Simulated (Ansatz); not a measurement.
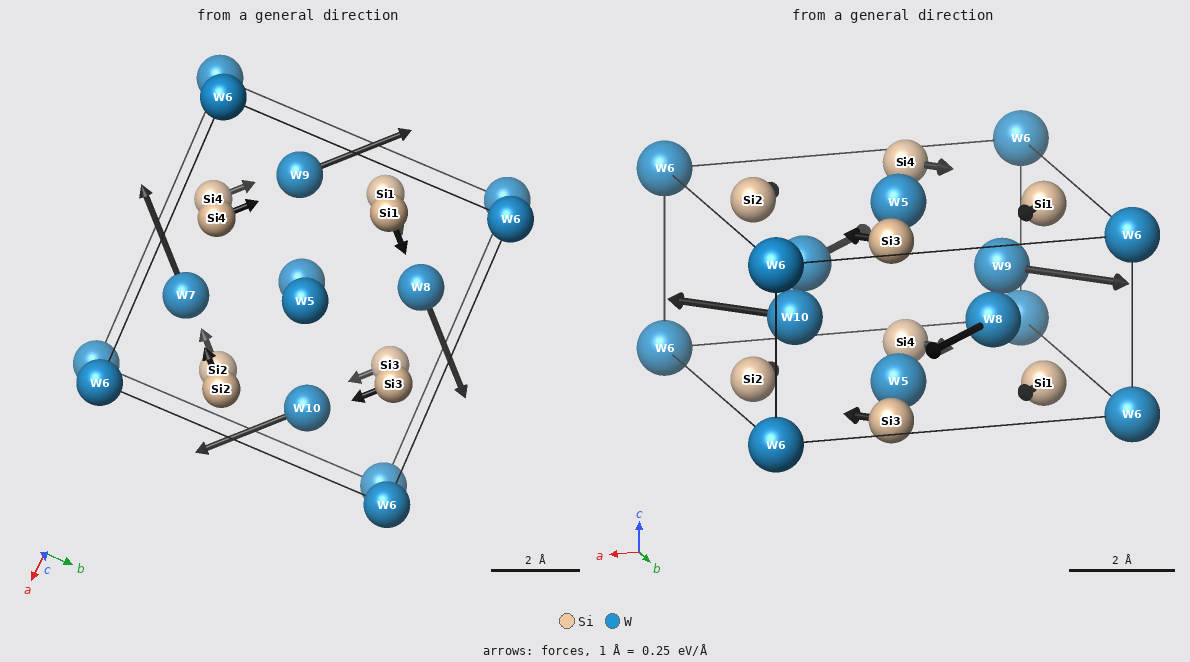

A spheres-only rendering, viewed from two general directions. One simulation cell is outlined, and atoms on its boundary appear in each equivalent place. The arrows are the computed forces on the atoms.

System: Si$_{2}$W$_{3}$. Results below were computed with Ansatz, DFT PBE, scalar-relativistic, plane waves, PAW; the settings were plane waves up to 420 eV, k-points on a 6×6×12 grid, Gaussian smearing of 0.15 eV, no spin polarisation.

**Are the forces small enough to call this converged?**

No. The atoms still feel forces of up to about 0.57 eV/Å, far above a usual threshold of 0.01 to 0.03 eV/Å.

**Name the atom under the greatest force.**

W7, W8, W9 and W10, about 0.57 eV/Å.

The model was built from a structure listed in the Materials Project. The cell was then strained or its atoms displaced on purpose. A calculation with Ansatz used it as input.
